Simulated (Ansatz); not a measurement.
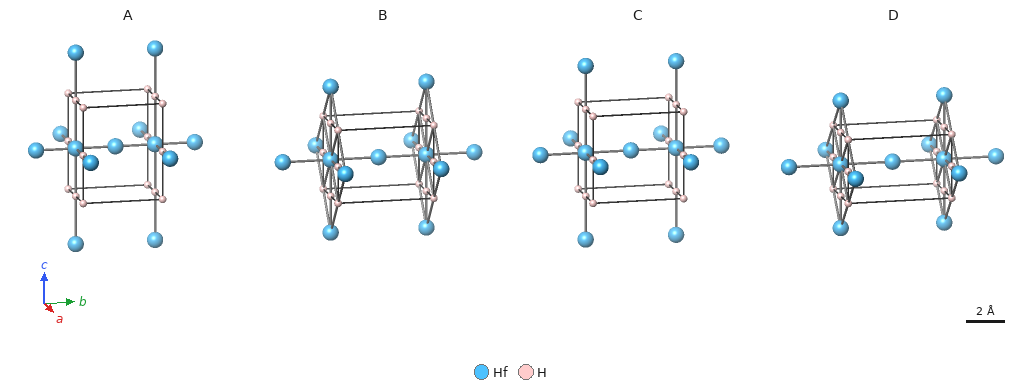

4 geometries from one relaxation of solid Hf2H3 (a generated structure, set up in Pmmm) (coarse preliminary run), in shuffled order. Style: ball-and-stick. Shown: the cell of the calculation, slightly off an axis.

These are results of DFT PBE, scalar-relativistic, plane waves, PAW (Ansatz 0.2.0), not measurements. (plane-wave cutoff 420 eV; k-point mesh 6 × 4 × 4; occupations gaussian; smearing width 0.1 eV; no spin polarisation; cell and atoms relaxed; force threshold 0.04 eV/Å; at most 70 steps)

**Order the frames from highest to lowest energy.**

A, C, B, D. They are steps 0, 3, 6, 14, at +5.535 eV per cell of the calculation, +2.144 eV per cell of the calculation, +0.732 eV per cell of the calculation relative to the last. No atom moves by more than 0.005 Å relative to the cell. Cell: a 3.575 → 3.571 Å (−0.1 %), b 4.398 → 5.738 Å (+30.5 %), c 5.302 → 3.527 Å (−33.5 %). Volume −13.3 %. Near-neighbour distances that change, for instance: H–Hf 2.651 → 1.763 Å, H–Hf 3.198 → 2.510 Å, Hf–Hf 2.199 → 2.869 Å. New bonds form, among them: H–Hf (3.20 → 2.51 Å). The space group stays Pmmm (No. 47). The energy falls by 5.535 eV per cell of the calculation in 12 accepted moves (14 points after the start). All forces vanish by symmetry, so only the cell relaxes. The pressure goes from 18.80 to 0.03 GPa. The SCF was repeated twice at an unchanged geometry on a basis and grid sized afresh for the cell, which shifted the energy by 60.0 meV per cell of the calculation at most.
